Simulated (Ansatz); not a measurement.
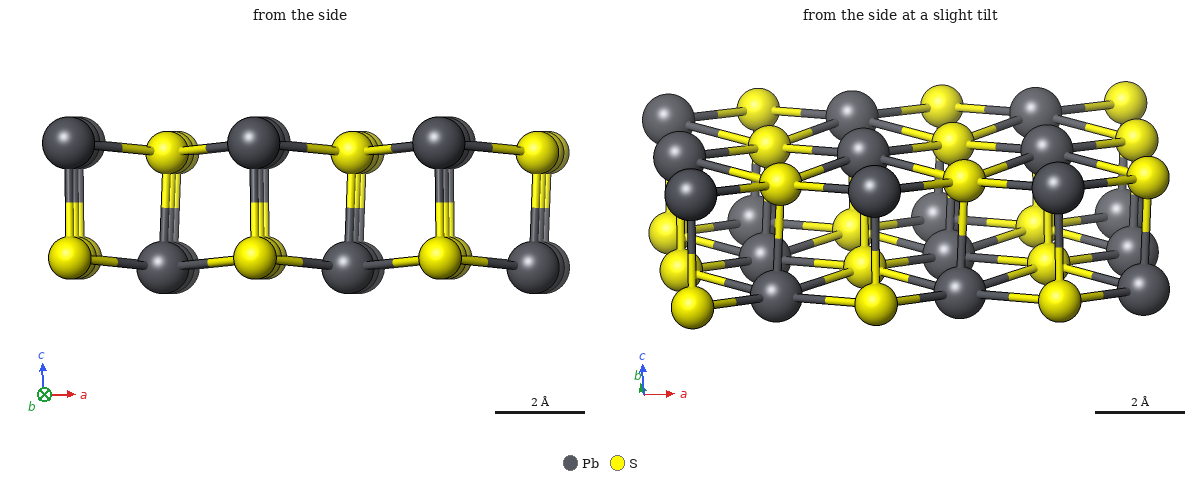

A ball-and-stick picture of a periodic sheet, seen from the side and from the side at a slight tilt. The surface normal points up in side views; the vacuum is left out. 3×3 cells are drawn in the plane, with atoms at the edges repeated.

The cell holds 2 Pb, 2 S.

### Name the terminations.

The top face ends in Pb and S, the bottom face in Pb and S. The two faces are alike.

### Read the thickness off the scale bar.

About 2.8 Å from the lowest to the highest atom.

### Give the sequence of planes from the top.

Two planes: PbS / PbS.

### How do the atoms link up?

About every Pb there are five S in a distorted square pyramidal arrangement at about 2.6 to 3.0 Å. S bonds to five Pb in a distorted square pyramidal arrangement at about 2.6 to 3.0 Å. The bonds build PbS layers parallel to the surface.

Its origin is a structure listed in the Materials Project. The cell was then strained or its atoms displaced on purpose. It was run through Ansatz as a DFT input.
